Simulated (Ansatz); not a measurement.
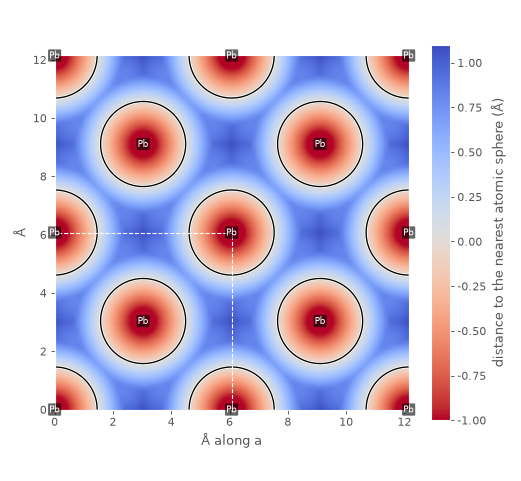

Map of the distance to the nearest atomic sphere in PbS₂ (I4/mcm), computed on the section z = 0.250 (parallel to a and b; the dashed line is one cell). The black line marks the spheres' surfaces; positive values are empty space; unlabelled circles belong to atoms above or below the section.

The atoms' radii are covalent radii (Cordero): Pb 1.46 Å, S 1.05 Å.

The cell is taken from the geometry relaxed with DFT, PBEsol, plane waves, PAW (Ansatz).

```
CELL_PARAMETERS angstrom
6.07168 0.00000 0.00000
0.00000 6.07168 0.00000
0.00000 0.00000 7.45990
ATOMIC_POSITIONS crystal
Pb 0.00000 0.00000 0.75000
Pb 0.00000 0.00000 0.25000
S 0.62121 0.12121 0.00000
S 0.87879 0.37879 0.50000
S 0.37879 0.12121 0.50000
S 0.12121 0.37879 0.00000
Pb 0.50000 0.50000 0.25000
Pb 0.50000 0.50000 0.75000
S 0.12121 0.62121 0.50000
S 0.37879 0.87879 0.00000
S 0.87879 0.62121 0.00000
S 0.62121 0.87879 0.50000
```

Where is the largest hole in this section, and how large is it?

At 0.500, 0.000, 0.250 (fractional), where the distance reaches 1.09 Å; it is enclosed by 4 S (then 4 Pb) in a distorted tetrahedral arrangement. It is the largest hole of the crystal.

How much of the crystal lies outside the spheres?

About 67 % of the cell's volume, and 64 % of this section's area.

What can pass through?

The largest sphere that fits anywhere has a diameter of 2.17 Å; the largest that can travel through the crystal, about 1.5 Å.
